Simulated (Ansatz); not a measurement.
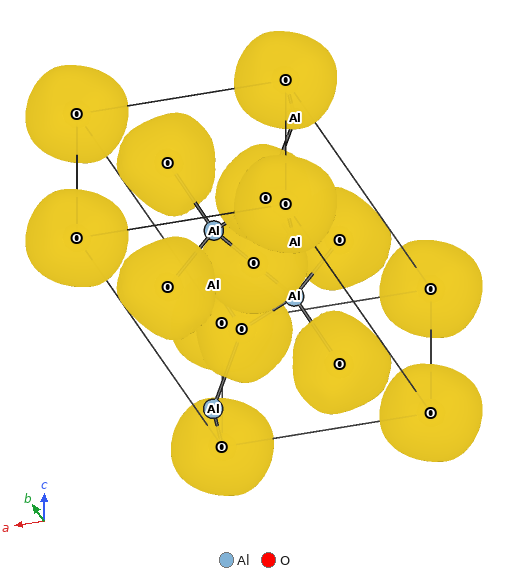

The picture shows: Al$_{2}$O$_{3}$. Isosurface of the ELF at 0.6 (yellow), seen at an oblique angle. Core shells and regions of very low density are left out. Sticks mark near contacts.

Space group Pnnm; a structure from a database of computed crystals, not necessarily the ambient phase; started from the database structure prototype, which need not be the ambient phase.

These are results of DFT, PBEsol, plane waves, PAW (Ansatz), not measurements.

Core electrons are frozen (PAW), and the valence fields are smoothed inside the atomic spheres.

```
Al O
1.0
     4.66791    0.00000    0.00000
     0.00000    9.66066    0.00000
     0.00000    0.00000    3.00277
Al O
4 6
Direct
  0.42602 0.33004 0.50000
  0.57398 0.66996 0.50000
  0.92602 0.16996 0.00000
  0.07398 0.83004 0.00000
  0.74712 0.22571 0.50000
  0.00000 0.00000 0.00000
  0.75288 0.72571 0.00000
  0.24712 0.27429 0.00000
  0.25288 0.77429 0.50000
  0.50000 0.50000 0.50000
```

### Describe the localisation domains.

At this value the surface marks out six regions on O in which the atom's valence shell and bonds are merged, counted in one cell of 10 atoms. Any copies at cell faces, edges or corners count once. Profiles from the grid: Al–O (1.68 Å): the ELF peaks at about 0.85 in the valence shell of O, 0.7 Å from its nucleus, and is about 0.80 at the midpoint. Al–O (1.80 Å): the ELF peaks at about 0.85 in the valence shell of O, 0.7 Å from its nucleus, and is about 0.80 at the midpoint.

### Metal or insulator at this level of theory?

It is gapped, with a Kohn–Sham gap of 3.4 eV on the k-point mesh (the band edges may lie off the mesh, which would make the gap smaller).
